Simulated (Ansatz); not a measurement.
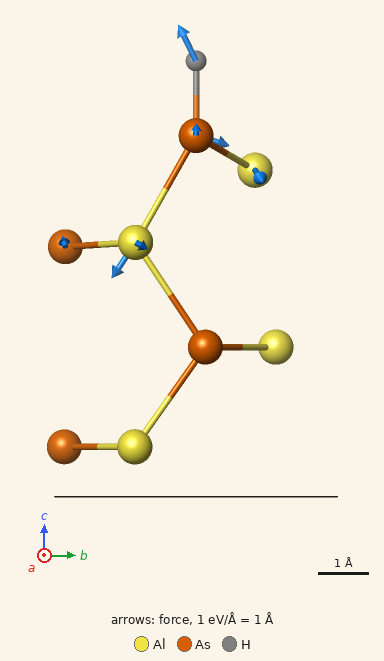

Starting geometry of a slab of composition Al₈As₈H (cut from the F-43m phase) with the computed forces as blue arrows. The picture is a ball-and-stick view of the cell of the calculation, outlined in the plane, without the vacuum (origin shifted), seen along the a axis.

Case: H put at a top As site. The slab is the (1 1 0) face of AlAs with H on it. 8 atoms are held fixed.

All numbers below come from DFT PBE+D3(BJ), scalar-relativistic, plane waves, PAW in Ansatz.

Input file:
```yaml
crystal:
  lattice:
    - [8.0103882425, 0.0, 0.0]
    - [0.0, 5.6641998462, 0.0]
    - [0.0, 0.0, 25.0077911819]
  atoms:
    - { symbol: Al, position: [0.25, 0.5, 0.339894073] }
    - { symbol: Al, position: [0.75, 0.5, 0.339894073] }
    - { symbol: As, position: [0.5, 0.25, 0.339894073] }
    - { symbol: As, position: [0.0, 0.25, 0.339894073] }
    - { symbol: Al, position: [0.5, 0.0, 0.419972999] }
    - { symbol: Al, position: [0.0, 0.0, 0.419972999] }
    - { symbol: As, position: [0.75, 0.75, 0.419972999] }
    - { symbol: As, position: [0.25, 0.75, 0.419972999] }
    - { symbol: Al, position: [0.75, 0.5026793545, 0.5040166171] }
    - { symbol: Al, position: [0.25, 0.5026793545, 0.5040166171] }
    - { symbol: As, position: [0.0, 0.2538553376, 0.500533206] }
    - { symbol: As, position: [0.5, 0.2538553376, 0.500533206] }
    - { symbol: Al, position: [0.0, -0.0737321271, 0.5619772571] }
    - { symbol: Al, position: [0.5, -0.0737321271, 0.5619772571] }
    - { symbol: As, position: [0.25, 0.7170807001, 0.5897094335] }
    - { symbol: As, position: [0.75, 0.7170807001, 0.5897094335] }
    - { symbol: H, position: [0.75, 0.7170807001, 0.6496907404], spin: 1.0 }
basis:
  ecutwfc: 420
kpoints:
  mp_grid: { grid: [4, 5, 1] }
hamiltonian:
  xc: pbe
  dispersion: d3bj
scf:
  occupations: { method: gaussian, width: 0.05 }
output:
  forces: true
  eigenvalues: true
  populations: true
  write_density: true
  write_potential: true
  elf: true
  volumetric_format: npy
magnetization:
  spin_polarized: true
relax:
  adjacent_minimum: "off"
  f_tol: 0.03
  max_steps: 70
  constraints: [{ sites: [0, 1, 2, 3, 4, 5, 6, 7] }]
efield:
  axis: 3
  dipole_correction: true
  ramp_width: 0.04
```

Launched with:
```bash
ansatz run input.yaml --threads 4 --pin off --max-ram 10240MiB --backend cpu --events-out ev --progress --plain --runs-dir out
```

Is this structure relaxed? If not, where do the atoms go?

Answer. It isn't relaxed: the largest force vector, on Al9, is 0.87 eV/Å. The final displacements have little in common with the starting forces (cosine between the two patterns 0.25). H17 moves most: 0.98 Å at 49° to the normal (−c side). Largest moves by element: H 0.98 Å, As 0.38 Å, Al 0.23 Å. The cell doesn't change. Near-neighbour distances that change, for instance: As7–Al9 2.526 → 2.463 Å, Al10–As15 2.463 → 2.525 Å, As8–Al10 2.526 → 2.477 Å, Al13–As15 2.428 → 2.388 Å. Bond angles that change, for instance: Al9–As16–H17 150.5° → 100.1°, Al13–As16–Al14 111.1° → 130.9°, Al13–As15–Al14 111.1° → 96.4°. The energy falls by 0.546 eV per cell of the calculation in 8 accepted moves (9 points after the start). Largest force component: 0.73 eV/Å at the start, 0.005 eV/Å at the end. The line search rejected the trial step at point 6 of the run. Cost: 8.3 min on 4 threads of Intel(R) Xeon(R) 6975P-C (Granite Rapids), with other jobs on the host, peak memory 3.1 GiB.

Limits of the set-up: the periodic images lie only 5.7 Å apart, so the values are limited by the cell's size.
